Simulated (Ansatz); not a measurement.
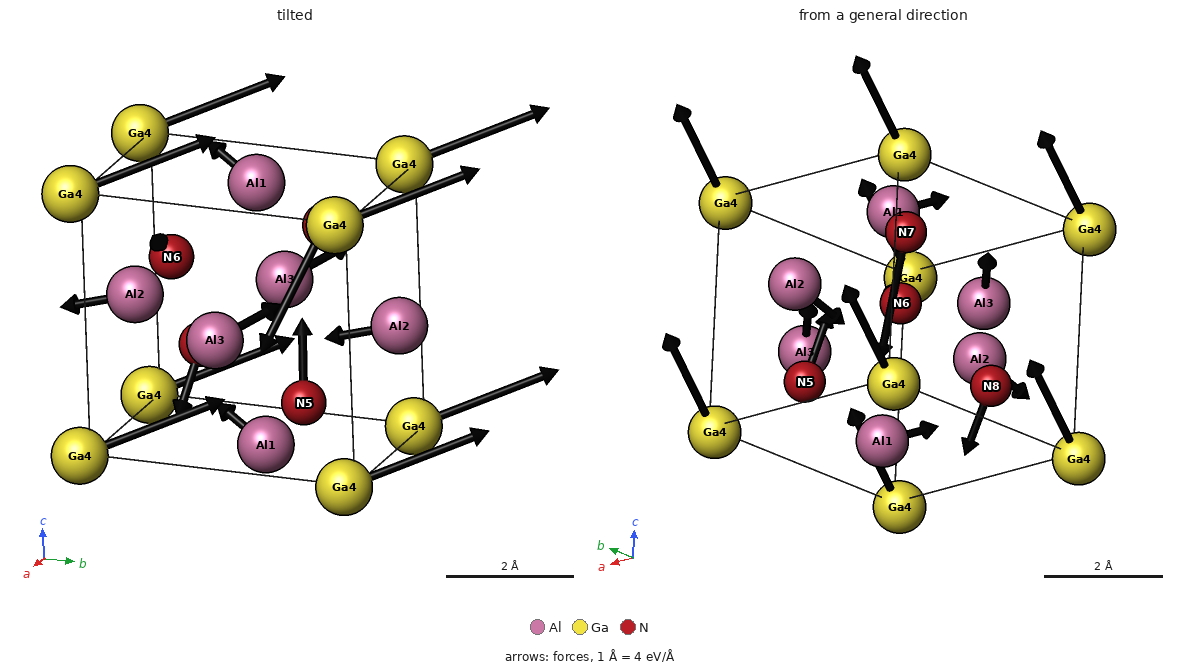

The figure gives a spheres-only picture of the atoms, viewed slightly off an axis and from a general direction. The simulation cell is drawn as a box. The arrows are the computed forces on the atoms.

System: Al$_{3}$GaN$_{4}$. Method used: DFT PBEsol, scalar-relativistic, plane waves, PAW (Ansatz). It ran with plane-wave cutoff 420 eV, Brillouin-zone sampling on a 6×6×6 mesh, Gaussian smearing of 0.05 eV, no spin polarisation.

Would an optimiser stop at this geometry?

Answer. No. The atoms still feel forces of up to about 8.1 eV/Å, far above a usual threshold of 0.01 to 0.03 eV/Å.

Starting structure: a structure listed in the Materials Project. The cell was then strained or its atoms displaced on purpose. It was run through Ansatz as a DFT input.
